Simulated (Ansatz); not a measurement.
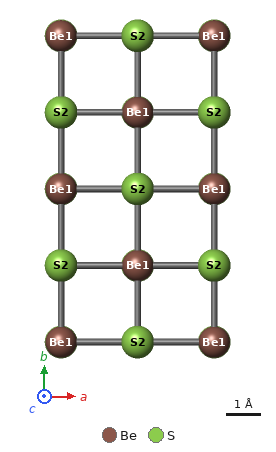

This is the input geometry for a relaxation of crystalline BeS (a generated structure, set up in Fm-3m). A ball-and-stick model of the conventional cell (4 times the calculation's cell), repeated 1 × 2 × 1 with one cell outlined, seen along the c axis. Lengths and directions refer to the drawn axes.

Case: Ca → Be, Se → S on all its sites, cell and atoms relaxed.

Computed with Ansatz 0.2.0, DFT PBE, scalar-relativistic, plane waves, PAW.

Input file:
```yaml
crystal:
  lattice:
    - [0.0, 2.3044302961, 2.3044302961]
    - [2.3044302961, 0.0, 2.3044302961]
    - [2.3044302961, 2.3044302961, 0.0]
  atoms:
    - { symbol: Be, position: [0.0, 0.0, 0.0] }
    - { symbol: S, position: [0.5, 0.5, 0.5] }
basis:
  ecutwfc: 420
kpoints:
  mp_grid: { grid: [10, 10, 10] }
hamiltonian:
  xc: pbe
scf:
  occupations: { method: gaussian, width: 0.02 }
output:
  forces: true
  stress: true
  eigenvalues: true
relax:
  adjacent_minimum: "off"
  f_tol: 0.01
  max_steps: 60
  cell: { stress_tol: 0.1 }
```

Q: Where does the relaxation end?

A: Over 2 accepted moves (3 points after the start) the energy falls by 1.5 meV per cell of the calculation. All forces vanish by symmetry, so only the cell relaxes. Pressure: 1.47 GPa at the start and 0.01 GPa at the end. The SCF was repeated once at an unchanged geometry on a basis and grid sized afresh for the cell, which shifted the energy by less than 0.05 meV per cell of the calculation at most. The atoms keep their places relative to the cell (all moves are under 0.005 Å). The volume changes by +1.3 %, with a = b = c 4.609 → 4.629 Å (+0.4 %). Among the contacts that change: Be1–S2 2.304 → 2.315 Å. The space group stays Fm-3m (No. 225).
